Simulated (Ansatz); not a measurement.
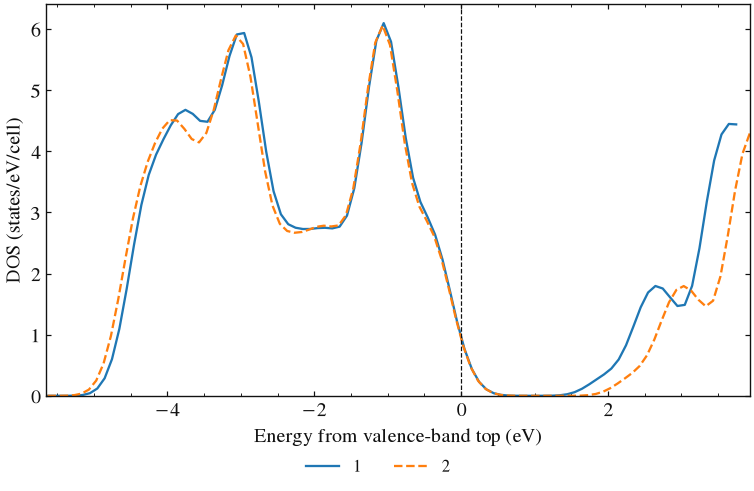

Total densities of states of cubic perovskite-type SrTiO3, space group Pm-3m (No. 221), 5 atoms in the cell, relaxed with r2SCAN (cubic a = 3.907 Å), by two methods on the same cell. The DOS curves are built from the levels of the k mesh with Gaussians 0.55 eV wide, which also blur the band edges; ripples of that width can come from the mesh. Each is counted from its own valence-band top.

Q: Which curve is which? The methods: r2SCAN, PBE.

A: 1 is PBE; 2 is r2SCAN. PBE gives a gap of 1.88 eV and r2SCAN gives a gap of 2.26 eV.

Settings. PBE: Ansatz PAW set, no spin polarisation, no spin-orbit coupling, 6×6×6 k mesh, 420 eV cutoff, Fermi-Dirac smearing of 0.02 eV (Ansatz 0.2.0). r2SCAN: Ansatz PAW set, no spin polarisation, no spin-orbit coupling, 6×6×6 k mesh, 500 eV cutoff, fixed occupations (Ansatz 0.2.0).

Gaps are the smallest over all k points computed. The cell is at 0 GPa in r2SCAN and 4 GPa in PBE. LDA, GGA and most meta-GGA functionals understate gaps. The cell was built by a generator and needn't be a form met in nature. r2SCAN: the PAW data sets were made with another functional.
